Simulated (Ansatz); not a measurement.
**Si: band-structure calculation**

The run: band-structure calculation of Si (P6₃/mmc, 4 atoms in the cell). Method and program: DFT, PBE, plane waves, PAW, no spin polarisation (Ansatz 0.2.0).

The structure was built on a prototype by a generator. The geometry comes from this level: r2SCAN.

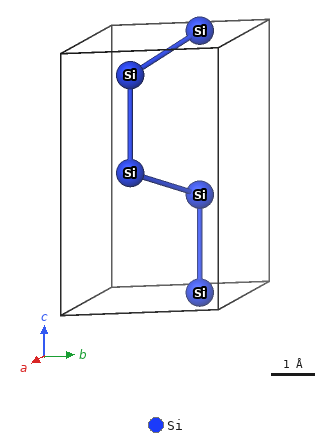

Fig. 1: The input geometry (ball-and-stick view of the cell of the calculation, seen slightly off an axis). An atom can appear more than once, as a periodic image. Near neighbours in the periodic cell (some may lie outside the picture): Si has 4 Si at 2.35 to 2.37 Å.

## Results in brief

```tsv
quantity	value
outcome	converged
space group (tolerance 0.01 Å)	P6₃/mmc (194)
electrons treated	16
free energy	−2543.1930 eV
Fermi energy	6.619 eV
band gap	0.43 eV
pressure	1.26 GPa
largest force (length of the vector)	0.003 eV/Å
hardware	2 threads of AMD EPYC (Zen 5), 32 GiB of memory available, shared host
wall time	0.99 s (CPU time 1.9 s)
peak memory	0.41 GiB
```

## Input
```yaml
crystal:
  lattice:
    - [3.8321296575, 0.0, 0.0]
    - [-1.9160648287, 3.318721634, 0.0]
    - [0.0, 0.0, 6.3412164314]
  atoms:
    - { symbol: Si, position: [0.3333333333, 0.6666666667, 0.0005609359] }
    - { symbol: Si, position: [0.6666666667, 0.3333333333, 0.5005609359] }
    - { symbol: Si, position: [0.3333333333, 0.6666666667, 0.3744390641] }
    - { symbol: Si, position: [0.6666666667, 0.3333333333, 0.8744390641] }
kpoints:
  mp_grid: { grid: [12, 12, 4] }
  band_path:
    path:
      - [[0.0, 0.0, 0.0], [0.5, 1.006403249206e-17, 0.0], [0.3333333333333, 0.3333333333333, 0.0], [0.0, 0.0, 0.0], [0.0, 0.0, 0.5], [0.5, 1.006403249206e-17, 0.5], [0.3333333333333, 0.3333333333333, 0.5], [0.0, 0.0, 0.5]]
      - [[0.5, 1.006403249206e-17, 0.5], [0.5, 1.006403249206e-17, 0.0]]
      - [[0.3333333333333, 0.3333333333333, 0.5], [0.3333333333333, 0.3333333333333, 0.0]]
    npoints: 10
hamiltonian:
  xc: pbe
scf:
  occupations: { method: fermi_dirac, width: 0.02 }
  n_extra_bands: 5
output:
  forces: true
  stress: true
  eigenvalues: true
  write_density: true
  write_potential: true
  elf: true
  volumetric_format: npy
```

Launch command:
```bash
ansatz run input.yaml --threads 2 --pin off --max-ram 2211MiB --backend cpu --events-out ev --progress --plain --runs-dir out
```

## Log
```
scf.n_extra_bands = 5 over 8 filled bands (N_el = 16.0): the run solves 13 bands
Engine: ansatz 0.2.0, x86_64-unknown-linux-gnu
Pseudopotentials: kind: paw
Pseudopotential: Si, paw, valence charge 4, recommended cutoff 420 eV (normal), Si.paw.azcp
Functional definition: PBE
  parameter kappa = 0.804
  parameter beta = 0.06672455060314922
  exchange = pbe_x(kappa = kappa, mu = beta*pi^2/3)
  correlation = pbe_c(beta = beta)
Crystal: 4 atoms, lattice volume = 80.646 Å³
Basis set: ecut = 420 eV, 1581 PW (Γ), exchange–correlation on 54×54×90 points (8 copies of the dense FFT grid, shifted against one another)
Bands: 13, of which v1, the nominal top of the filled ones, is band 8 counted from 1 (7 counted from 0)
Symmetry: 24 space group operations
Space group: P63/mmc (ITA 194), of the structure as read, at distance tolerance 4.3e-5 Å
k-points: 57 of 576
Non-local potential: Si, projectors of the file, l = 0: 2, l = 1: 2, l = 2: 2
PAW form: soft (Blöchl's): semilocal exchange-correlation on the pseudo side does not see the compensation charge
PAW one-centre angular grid: Si, 110 points (default); XC on 64 Gauss nodes
Initial density: superposition of atomic densities (neutral atoms: chi_scale 0, normalization atom), corrected by the library's trained network
Initial wavefunctions: pseudopotential atomic-orbital guess
Functional: x = pbe(κ = 0.804, μ = 0.2195149727645171), c = pbe(β = 0.06672455060314922)
SCF iter   1: F=—  HF=-2543.191898 eV  |F-HF|=—  |Δ(HF+E_count)|=         —  Δρ=1.15e-3  dr2=9.52e-4  ethr=1.77e-3  ⟨swp⟩=6.8  Hψ=5401  notcnv=0
preconditioner: auto → none  [insulator: Δε(μ)=0.426 eV  Ē_g=8.228 eV  σ=0.020 eV  W_gap=1.00  n_scr=10 (ndim 8)  ℏωp=16.5 eV  f_vac=0.000  D(μ)=0.00/eV (n_scr^D=0)  ε∞_Penn≈5.0]
SCF iter   2: F=—  HF=-2543.192765 eV  |F-HF|=—  |Δ(HF+E_count)|=   8.67e-4  Δρ=4.87e-4  dr2=1.23e-4  ethr=5.95e-6  ⟨swp⟩=2.1  Hψ=1805  notcnv=0  defer=21
SCF iter   3: F=—  HF=-2543.193004 eV  |F-HF|=—  |Δ(HF+E_count)|=   2.39e-4  Δρ=1.14e-4  dr2=6.29e-6  ethr=7.70e-7  ⟨swp⟩=2.0  Hψ=1158  notcnv=0  defer=21
SCF iter   4: F=—  HF=-2543.193022 eV  |F-HF|=—  |Δ(HF+E_count)|=   1.85e-5  Δρ=8.05e-6  dr2=7.24e-8  ethr=3.93e-8  ⟨swp⟩=2.0  Hψ=1130  notcnv=0  defer=21
iter 5 did not close the SCF: its close was put off for the readings that it lacked (scf_convergence_deferred on its scf_iter line)
SCF iter   5: F=-2543.193022 eV  HF=-2543.193022 eV  |F-HF|=1.02e-8  |Δ(HF+E_count)|=   1.11e-7  Δρ=2.44e-6  dr2=4.80e-9  ethr=4.52e-10  ⟨swp⟩=2.1  Hψ=1136  notcnv=0  defer=21
SCF iter   6: F=-2543.193022 eV  HF=-2543.193022 eV  |F-HF|=6.87e-11  |Δ(HF+E_count)|=   1.22e-8  Δρ=1.89e-7  dr2=2.23e-11  ethr=3.00e-11  ⟨swp⟩=8.3  Hψ=4899  notcnv=0
SCF 1 converged in 6 iterations: F = -2543.193022 eV  dr2 = 2.23e-11
  greatest PAW one-centre occupation: 0.633 electrons in one spin orbital (limit 2), on the Si atom at site 3 (counted from 0), in its partial waves of l = 0
NSCF: frozen V_eff on 93 k-points
SCF converged after 6 iterations
Free energy (F): -2543.193022 eV
Harris-Foulkes:  -2543.193022 eV  (|F-HF|=6.87e-11)
Internal energy: -2543.193022 eV  (E = F + TS)
E sigma→0 (E₀):  -2543.193022 eV
Entropy (-TS):   -0.000000 eV (-0.000 meV/atom)
Fermi energy:    6.618690 eV
--- Per-component energies (eV) ---
  E_band       = 17.793650
  E_kinetic    = 161.226252
  E_local      = -111.573255  (includes V_loc(G=0)·N_el)
  E_nonlocal   = 103.807718
  E_hartree    = 30.560975
  E_xc         = -220.654453
  E_vxc        = -186.852087  (∫ρ·V_xc dr)
  E_paw        = -2051.168707  (= ΣΔE_a)
  E_vpaw       = -9.936938  (= ΣTr[D̂ρ^β])
  E_aug_tail   = 0.000025  (compensation charges beyond the density's cutoff)
  E_ewald      = -455.391576
  E_smearing   = -0.000000  (= −TS)
  E_closure    = -0.000000  (closes the sum)
  Σ components = -2543.193022   (vs F -2543.193022, Δ=0.00e0)
--- Forces (eV/Å), atoms counted from 1 ---
  atom   1  Si     0.00000000    -0.00000000    -0.00261430
  atom   2  Si    -0.00000000     0.00000000    -0.00261430
  atom   3  Si     0.00000000    -0.00000000     0.00261430
  atom   4  Si    -0.00000000     0.00000000     0.00261430
  max |Σ_I F_I| component: 4.63e-17 eV/Å
--- Stress (GPa, compression-positive) ---
        1.319729      -0.000000       0.000000
       -0.000000       1.319729       0.000000
        0.000000       0.000000       1.137556
  P = ⅓ Tr σ = 1.2590 GPa (12.590 kbar)
--- Band table (eV; the first three rows and the last of 57) ---
  k-point 0: bands = ["-5.7720", "-3.4997", "-0.7971", "4.9003", "4.9003", "6.0535", "6.4105", "6.4105", "7.4470", "8.4170", "8.4170", "8.7280", "9.9001"]
  k-point 1: bands = ["-5.5714", "-4.1143", "0.1952", "4.4632", "5.0551", "5.0551", "6.0731", "6.0731", "7.6488", "8.7286", "8.7286", "8.9515", "10.1569"]
  k-point 2: bands = ["-4.9869", "-4.9869", "2.1740", "2.1740", "5.4894", "5.4894", "5.4894", "5.4894", "8.2204", "8.2204", "9.3917", "9.3917", "9.3917"]
  k-point 56: bands = ["-2.3361", "-2.3361", "-0.9999", "-0.9999", "1.9427", "1.9427", "4.4146", "4.4146", "7.9644", "7.9644", "10.0156", "10.0156", "12.4338"]
```

## File rho_z.tsv
```
# z_ang	rho[e/angstrom^3]
# format = ansatz-planar-average/11
# lattice	3.832129658	-0.000000000	0.000000000
# lattice	-1.916064829	3.318721634	0.000000000
# lattice	0.000000000	0.000000000	6.341216431
# sites	4
# site	14	0.000000000	2.212481089	0.003557016
# site	14	1.916064829	1.106240545	3.174165232
# site	14	0.000000000	2.212481089	2.374399146
# site	14	1.916064829	1.106240545	5.545007362
0.000000	2.579191e-1
0.140916	2.261513e-1
0.281832	1.982951e-1
0.422748	1.768846e-1
0.563664	1.605887e-1
0.704580	1.467928e-1
0.845496	1.346364e-1
0.986411	1.253703e-1
1.127327	1.205321e-1
1.268243	1.208612e-1
1.409159	1.263115e-1
1.550075	1.360343e-1
1.690991	1.484358e-1
1.831907	1.624430e-1
1.972823	1.792270e-1
2.113739	2.014339e-1
2.254655	2.300081e-1
2.395571	2.618791e-1
2.536487	2.904820e-1
2.677402	3.086612e-1
2.818318	3.117115e-1
2.959234	2.988501e-1
3.100150	2.733964e-1
3.241066	2.418727e-1
3.381982	2.114717e-1
3.522898	1.867964e-1
3.663814	1.682731e-1
3.804730	1.534950e-1
3.945646	1.404621e-1
4.086562	1.295317e-1
4.227478	1.223309e-1
4.368394	1.200368e-1
4.509309	1.229781e-1
4.650225	1.307277e-1
4.791141	1.420047e-1
4.932057	1.552270e-1
5.072973	1.703242e-1
5.213889	1.895147e-1
5.354805	2.150139e-1
5.495721	2.458865e-1
5.636637	2.770640e-1
5.777553	3.012518e-1
5.918469	3.122247e-1
6.059385	3.071547e-1
6.200301	2.873436e-1
```

## File v_z.tsv
```
# z_ang	v_es[eV]	v_tot[eV]
# format = ansatz-planar-average/11
# xc	pbe
# density_cutoff_ev	1680
# datasets	Si=:simpson_from_first_knot:soft
# lattice	3.832129658	-0.000000000	0.000000000
# lattice	-1.916064829	3.318721634	0.000000000
# lattice	0.000000000	0.000000000	6.341216431
# sites	4
# site	14	0.000000000	2.212481089	0.003557016
# site	14	1.916064829	1.106240545	3.174165232
# site	14	0.000000000	2.212481089	2.374399146
# site	14	1.916064829	1.106240545	5.545007362
0.000000	-3.382804e0	-1.441297e1
0.140916	-2.158958e0	-1.273265e1
0.281832	-5.744560e-1	-1.051855e1
0.422748	1.359980e0	-7.852002e0
0.563664	3.459991e0	-5.066959e0
0.704580	5.428902e0	-2.611730e0
0.845496	6.882825e0	-7.765719e-1
0.986411	7.738767e0	3.317925e-1
1.127327	8.143989e0	7.983120e-1
1.268243	8.116199e0	7.691058e-1
1.409159	7.658775e0	2.318368e-1
1.550075	6.736256e0	-9.667394e-1
1.690991	5.204385e0	-2.888645e0
1.831907	3.196659e0	-5.405497e0
1.972823	1.104841e0	-8.200901e0
2.113739	-7.946090e-1	-1.082424e1
2.254655	-2.328555e0	-1.297058e1
2.395571	-3.519509e0	-1.459153e1
2.536487	-4.506374e0	-1.582720e1
2.677402	-5.151617e0	-1.664039e1
2.818318	-5.259530e0	-1.678290e1
2.959234	-4.802519e0	-1.619465e1
3.100150	-3.913889e0	-1.509410e1
3.241066	-2.805216e0	-1.363397e1
3.381982	-1.418166e0	-1.169348e1
3.522898	3.592758e-1	-9.226609e0
3.663814	2.403337e0	-6.445187e0
3.804730	4.486865e0	-3.774794e0
3.945646	6.235947e0	-1.606098e0
4.086562	7.375665e0	-1.322537e-1
4.227478	7.993091e0	6.341755e-1
4.368394	8.186049e0	8.415773e-1
4.509309	7.939139e0	5.724247e-1
4.650225	7.265670e0	-2.759698e-1
4.791141	6.048777e0	-1.841589e0
4.932057	4.235862e0	-4.087126e0
5.072973	2.139923e0	-6.796647e0
5.213889	1.186150e-1	-9.558965e0
5.354805	-1.613094e0	-1.196639e1
5.495721	-2.954920e0	-1.383926e1
5.636637	-4.039788e0	-1.525125e1
5.777553	-4.887985e0	-1.630209e1
5.918469	-5.277616e0	-1.680707e1
6.059385	-5.098119e0	-1.657072e1
6.200301	-4.396271e0	-1.569158e1
```

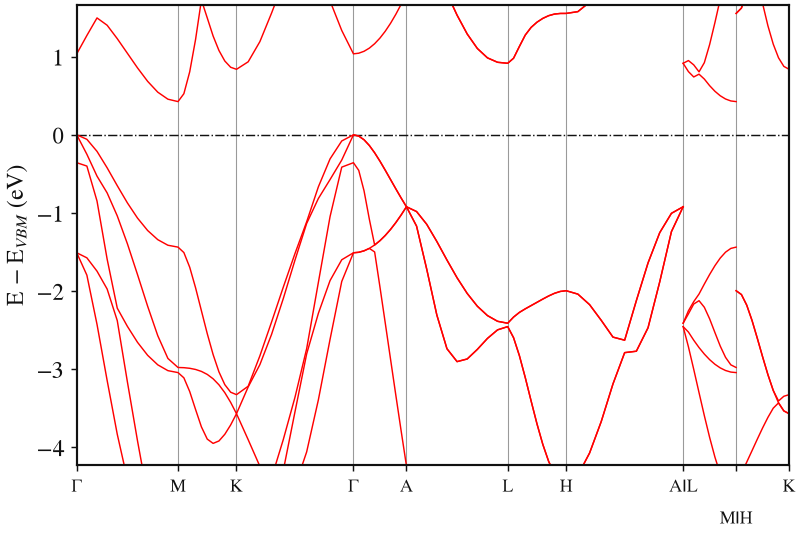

Fig. 2: Band structure along Γ–M–K–Γ–A–L–H–A|L–M|H–K, with energies from the valence-band top. There is a gap of 0.43 eV on this path, indirect, from Γ to M.

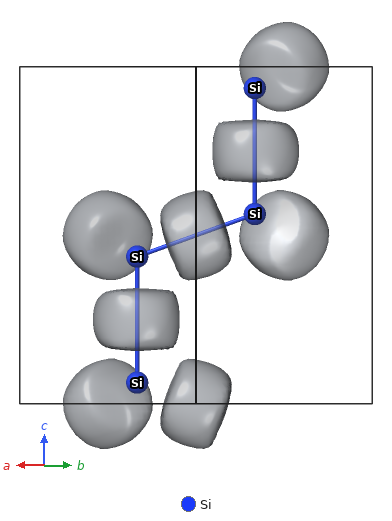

Fig. 3: Isosurface of the electron localisation function at 0.7 (grey), seen along [110]. Only the valence region is drawn (cores and ρ < 0.01 e/Å³ removed). Sticks mark near contacts. The outline is the cell set on symmetry axes. The ELF exceeds this value in eight regions between bonded Si–Si atoms (shared pairs), counted in one cell of 4 atoms. Profiles from the grid: Si–Si (2.35 Å): the ELF peaks at about 0.95 between the atoms, as expected for localised, shared-pair bonding. In a PAW calculation such maps are meaningful between the atoms, not at the nuclei.

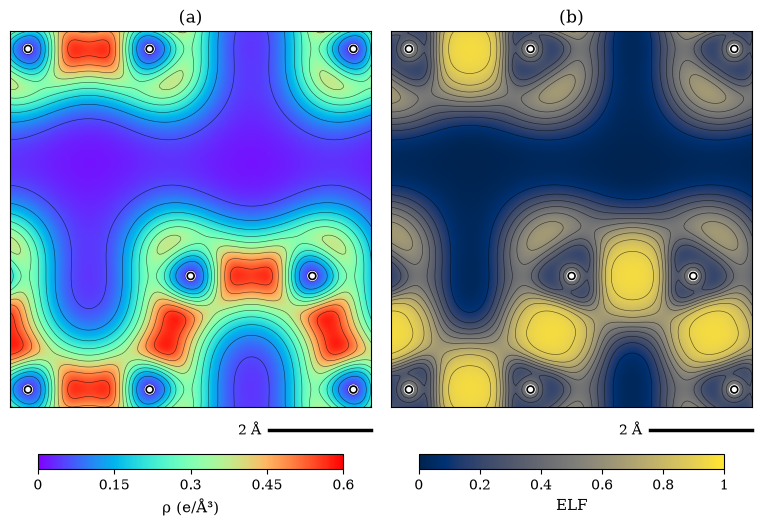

Fig. 4: (a) valence pseudo-density; (b) ELF on the (110) plane of the conventional cell. Circles mark the nuclei in the plane (Si). Atoms in the plane: Si. Away from the nuclei the density in this plane falls to 0.02 e/Å³ at its lowest.
